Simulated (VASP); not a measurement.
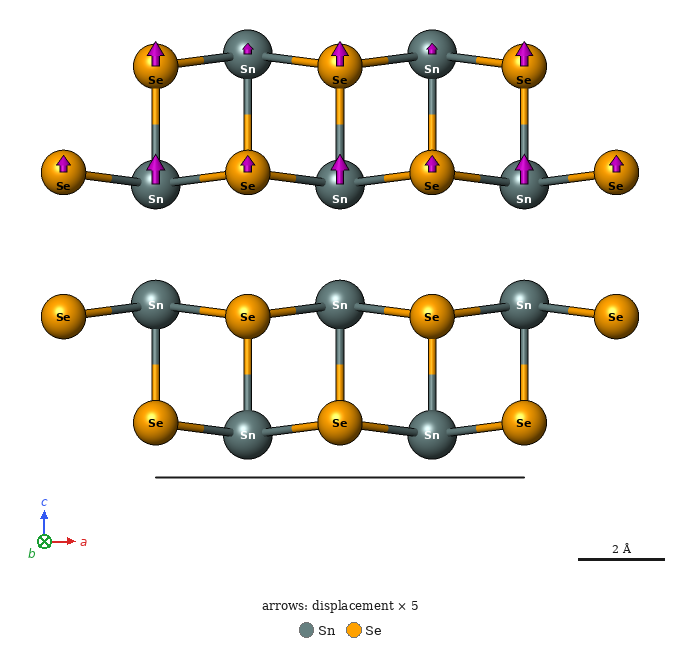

This is a relaxation of a slab of composition SnSe. The starting structure is drawn; purple arrows show the displacements, 5 times their true length.

Style: ball-and-stick. Shown: the 2 × 2 repeat of the cell, outlined in the plane, without the vacuum, along the b axis.

The run lets the atoms move in a fixed cell. 4 atoms are held fixed.

The calculation used Kohn-Sham DFT of a periodic cell, RPBE with D3, VASP PAW PBE potentials, recommended (VASP).

Input file:
```
SYSTEM = SnSe
ALGO = Normal
DIPOL = 0.5 0.5 0.500
EDIFF = 1E-6
EDIFFG = -0.01
ENCUT = 520
GGA = RP
IBRION = 2
IDIPOL = 3
ISIF = 2
ISMEAR = -1
IVDW = 11
LASPH = .True.
LCHARG = .False.
LDIPOL = .True.
LREAL = .False.
LWAVE = .False.
NELM = 80
NSW = 40
PREC = Accurate
SIGMA = 0.05
```

Run as
```bash
cat potpaw_PBE.64/Sn_d/POTCAR potpaw_PBE.64/Se/POTCAR > POTCAR
mpirun -np 1 vasp_std > vasp.out
```

Q: Describe the change and its energy.

A: The largest move is that of a Sn atom, 0.15 Å along the normal (+c). Largest moves by element: Sn 0.15 Å, Se 0.12 Å. The cell stays as it was. Near-neighbour distances that change, for instance: Se–Sn 2.762 → 2.734 Å, Se–Sn 3.063 → 3.058 Å. Bond angles that change, for instance: Se–Sn–Se 169.5° → 171.8°, Sn–Se–Sn 169.5° → 171.8°. After 21 geometry steps the energy has fallen by 11.8 meV per cell of the calculation. The largest force component goes from 0.22 to 0.16 eV/Å.
